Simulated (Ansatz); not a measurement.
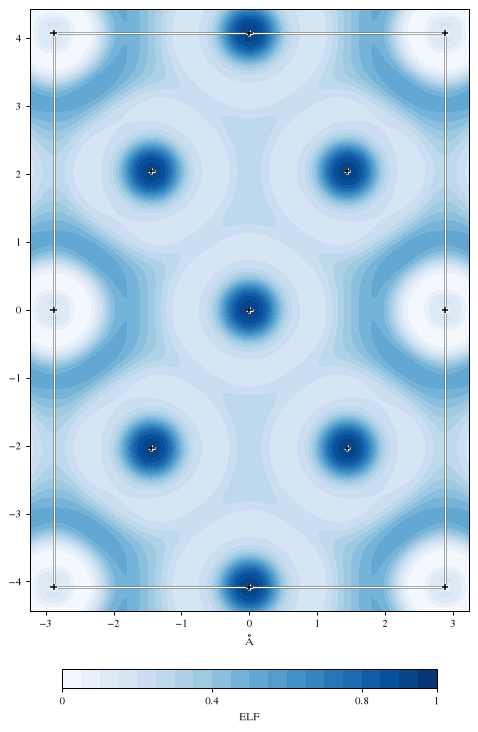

The electron localisation function on a plane through atoms (crosses mark nuclei in the plane).

Method: DFT PBEsol, scalar-relativistic, plane waves, PAW in Ansatz.

Candidates:
A. Ta, a = 2.86 Å, b = 2.86 Å, c = 4.67 Å, α = 90.00°, β = 90.00°, γ = 109.47°. Space group Im-3m; computed pressure about −4 GPa in this cell.
B. AlCu$_{3}$, a = 5.77 Å, b = 5.77 Å, c = 5.77 Å, α = 90.00°, β = 90.00°, γ = 90.00°. Space group Fm-3m; a structure from a database of computed crystals, not necessarily the ambient phase; computed without spin polarisation.
C. Ta$_{2}$N, a = 5.26 Å, b = 9.12 Å, c = 4.91 Å, α = 90.00°, β = 91.72°, γ = 90.00°. Space group C2/m; a structure from a database of computed crystals, not necessarily the ambient phase; changed on purpose from its base cell (strain -0.0300 x Voigt [0, 0, 0, 0, 1, 0], atoms carried along); computed without spin polarisation.

Which system is this?

Answer. Candidate B: AlCu$_{3}$ on the (011) plane of the conventional cell, which holds Al and Cu. Al–Cu (2.50 Å): the ELF is about 0.40 at the midpoint. Cu–Cu (2.50 Å): the ELF is about 0.25 at the midpoint; no shared electron pair shows on this line.
